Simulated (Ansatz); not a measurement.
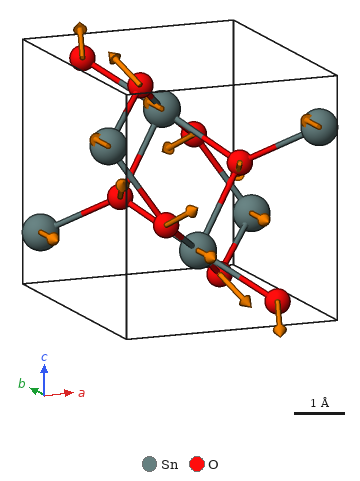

A relaxation of crystalline SnO2 (set up in Pbcn). The starting structure is drawn; orange arrows show the displacements (the part carried along by the change of the cell is left out), magnified 30 times.

A ball-and-stick model of the cell of the calculation, seen slightly off an axis.

Case: volume × 0.91, shape and atoms relaxed.

Level of theory: Ansatz 0.2.0, DFT LDA, scalar-relativistic, plane waves, PAW. Set-up: plane-wave cutoff 420 eV; k-point mesh 6 × 6 × 6; occupations gaussian; smearing width 0.02 eV; no spin polarisation; cell relaxed at fixed volume; force threshold 0.01 eV/Å; at most 30 steps.

Question: What did the optimiser do to the structure, and how much energy did it gain?

Answer: The largest moves relative to the cell, 0.037 Å, are those of O atoms. Largest moves by element: O 0.037 Å, Sn 0.030 Å. The drawn cell changes at constant volume: a 4.585 → 4.623 Å (+0.8 %), b 5.487 → 5.451 Å (−0.7 %), c 5.043 → 5.034 Å (−0.2 %). Some distances before and after: O–Sn 2.041 → 2.051 Å, O–Sn 2.002 → 2.009 Å. Bond angles that change, for instance: O–Sn–O 156.0° → 152.6°. The space group stays Pbcn (No. 60). The energy falls by 20.6 meV per cell of the calculation in 6 accepted moves (8 points after the start). Largest force component: 0.11 eV/Å at the start, 0.0003 eV/Å at the end. Pressure: 23.52 GPa at the start and 21.81 GPa at the end. The SCF was repeated twice at an unchanged geometry on a basis and grid sized afresh for the cell, which shifted the energy by 0.9 meV per cell of the calculation at most. Cost: 2.5 min on 2 threads of Arm Neoverse V1, with other jobs on the host, peak memory 0.66 GiB.
